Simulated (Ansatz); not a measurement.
## Electronic structure of Ge in real space

```cif
data_structure
_symmetry_space_group_name_H-M 'P 1'
_symmetry_Int_Tables_number 1
_cell_length_a 3.9969
_cell_length_b 6.9229
_cell_length_c 6.5963
_cell_angle_alpha 90.000
_cell_angle_beta 90.000
_cell_angle_gamma 90.000
_cell_volume 182.52
loop_
_atom_site_label
_atom_site_type_symbol
_atom_site_fract_x
_atom_site_fract_y
_atom_site_fract_z
_atom_site_occupancy
Ge1 Ge 0.93808 0.66667 0.56291 1
Ge2 Ge 0.43808 0.16667 0.56291 1
Ge3 Ge 0.56192 0.83333 0.06291 1
Ge4 Ge 0.06192 0.33333 0.06291 1
Ge5 Ge 0.06192 0.66667 0.93709 1
Ge6 Ge 0.56192 0.16667 0.93709 1
Ge7 Ge 0.43808 0.83333 0.43709 1
Ge8 Ge 0.93808 0.33333 0.43709 1
```

Space group C222₁; a point of a scan over the structure, not its minimum; a structure from a database of computed crystals, not necessarily the ambient phase; not relaxed (largest force 0.3 eV/Å); PAW files of the earlier set (soft_1).

These are results of DFT PBEsol, scalar-relativistic, plane waves, PAW in Ansatz, not measurements.

The density is the valence pseudo-density of a PAW calculation; it isn't the true density close to the nuclei.

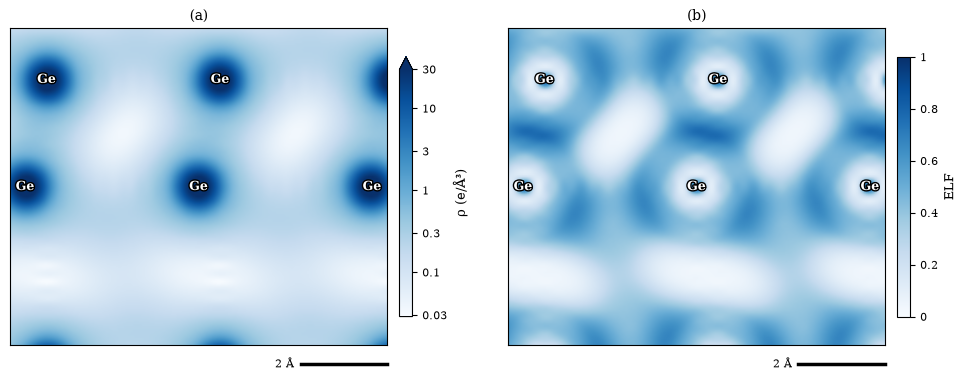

Figure 1. (a) valence charge density (pseudo); (b) ELF on the (010) plane of the conventional cell.

Question: Describe what can be read from this map.

Answer:
- Atoms in the plane: Ge.
- Ge–Ge (2.52 Å): ρ is about 0.45 e/Å³ halfway; the ELF peaks at about 0.75 between the atoms.
- Between the atoms the lowest density in this plane is 0.03 e/Å³.
- The features right at Ge lie inside the PAW spheres, where the map follows smoothed inner orbitals and isn't to be read closely.

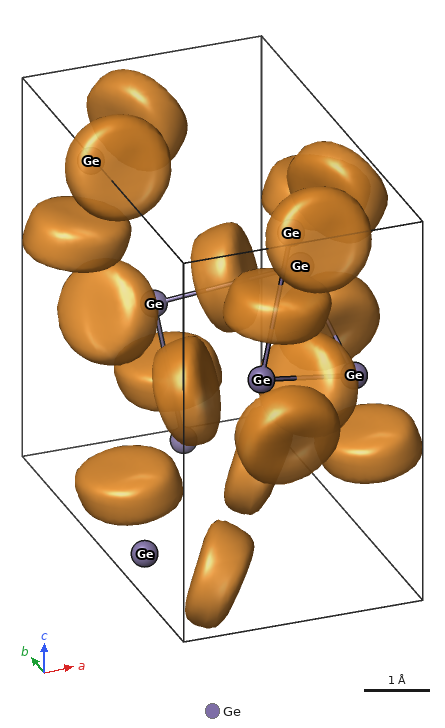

Figure 2. Isosurface of the electron localisation function at 0.55 (orange), seen at an oblique angle. Only the valence region is drawn (cores and ρ < 0.01 e/Å³ removed). Sticks mark near contacts.

Question: What do the ELF domains correspond to?

Answer: The ELF exceeds this value in 16 regions between bonded Ge–Ge atoms, counted in one cell of 8 atoms. Any copies at cell faces, edges or corners count once.


Ge–Ge (2.45 Å): the ELF peaks at about 0.75 between the atoms.

Question: Does the calculation give a band gap?

Answer: It is metallic or semimetallic at this level of theory: no gap opens.
